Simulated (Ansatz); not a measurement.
Given this structure, coordinates from a relaxation with DFT, PBE, plane waves (420 eV) with PAW, scalar-relativistic in Ansatz 0.2.0; the starting structure was generated, so it need not be a known form of this composition, written in its standard cell:

```cif
data_structure
_symmetry_space_group_name_H-M 'Fd-3m:1'
_symmetry_Int_Tables_number 227
_cell_length_a 5.5688
_cell_length_b 5.5688
_cell_length_c 5.5688
_cell_angle_alpha 90.000
_cell_angle_beta 90.000
_cell_angle_gamma 90.000
_cell_volume 172.70
loop_
_atom_site_label
_atom_site_type_symbol
_atom_site_symmetry_multiplicity
_atom_site_Wyckoff_symbol
_atom_site_fract_x
_atom_site_fract_y
_atom_site_fract_z
_atom_site_occupancy
Ir1 Ir 8 b 0.25000 0.25000 0.75000 1
```

Q: Predict the [110] zone-axis pattern (200 kV, kinematic, B = 0.3 Å²).

A: The spots form a centred rectangular net with both shortest vectors at d = 3.22 Å, 70.5° apart. They are -1 1 -1 and -1 1 1. The pattern has symmetry 2mm. The lattice centring (F) removes all reflections that break h + k = 2n, h + l = 2n; a screw axis and a glide plane both extinguish reflections such as 0 0 2; reflections such as 2 -2 -2, 2 -2 2, 4 -4 2 are allowed by the space group but vanish because the atoms sit on special positions.

Strongest reflections with d > 0.99 Å, one of each family (|F|² from tabulated Gaussian fits of the electron scattering factors, times a small damping for the curvature of the Ewald sphere):

```
   hkl  d (Å)  I (strongest = 100)
2 -2 0  1.969                  100
1 -1 1  3.215                  100
 0 0 4  1.392                   51
1 -1 3  1.679                   37
2 -2 4  1.137                   32
3 -3 1  1.278                   21
```

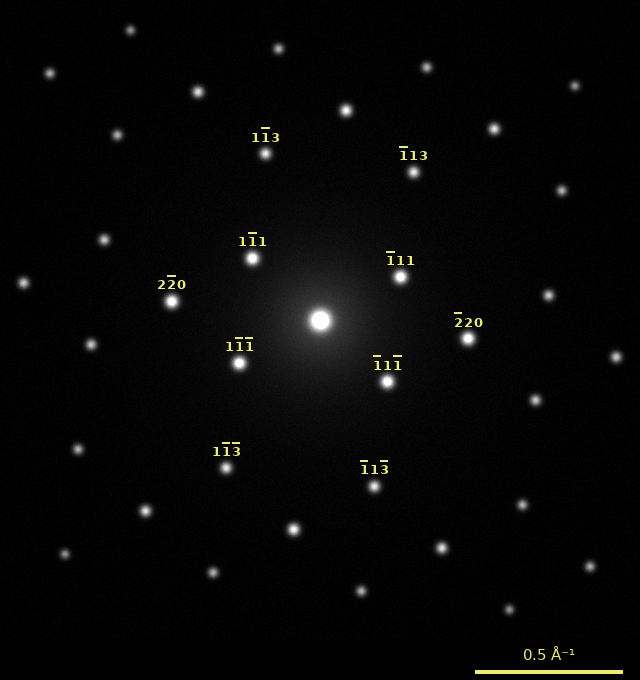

Calculated pattern, seen from the source side with [110] pointing towards the source.
